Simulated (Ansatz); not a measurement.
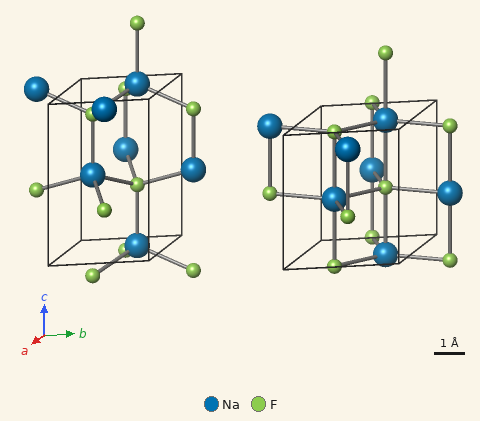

Two geometries of solid NaF (a generated structure, set up in P6_3mc), drawn at one scale. One is the start of a relaxation, the other its converged end. The picture is a ball-and-stick view of the cell of the calculation, seen slightly off an axis.

The calculation used DFT, PBE, PAW with Ansatz's default frozen-core files, scalar-relativistic (Ansatz). Settings: plane-wave cutoff 420 eV; k-point mesh 11 × 11 × 6; occupations fermi dirac; smearing width 0.03 eV; no spin polarisation; cell and atoms relaxed; force threshold 0.005 eV/Å; at most 80 steps.

Q: Which geometry has the lower energy?

A: The right one is the relaxed one. Case: cell and atoms relaxed from a first guess. The largest moves relative to the cell, 0.29 Å, are those of Na and F atoms. Largest moves by element: F 0.29 Å, Na 0.29 Å. The drawn cell changes as follows: a = b 3.434 → 3.942 Å (+14.8 %), c 5.598 → 4.656 Å (−16.8 %); the volume changes by +9.6 %. Among the contacts that change: F–Na 3.493 → 2.328 Å, F–Na 2.105 → 2.328 Å, F–Na 2.101 → 2.276 Å, Na–Na 3.430 → 3.255 Å. New bonds form: F–Na (3.49 → 2.33 Å). Bond angles that change, for instance: F–Na–F 109.3° → 90.0°, Na–F–Na 109.3° → 90.0°, F–Na–F 109.6° → 120.0°. The space group (tolerance 0.01 Å) goes from P6_3mc (No. 186) to P6_3/mmc (No. 194). After 15 accepted moves (19 points after the start) the energy has fallen by 105 meV per atom. The largest force component goes from 0.031 to under 0.0001 eV/Å. The pressure goes from 8.63 to 0.02 GPa. The SCF was repeated 4 times at an unchanged geometry on a basis and grid sized afresh for the cell, which shifted the energy by 13.6 meV per atom at most.
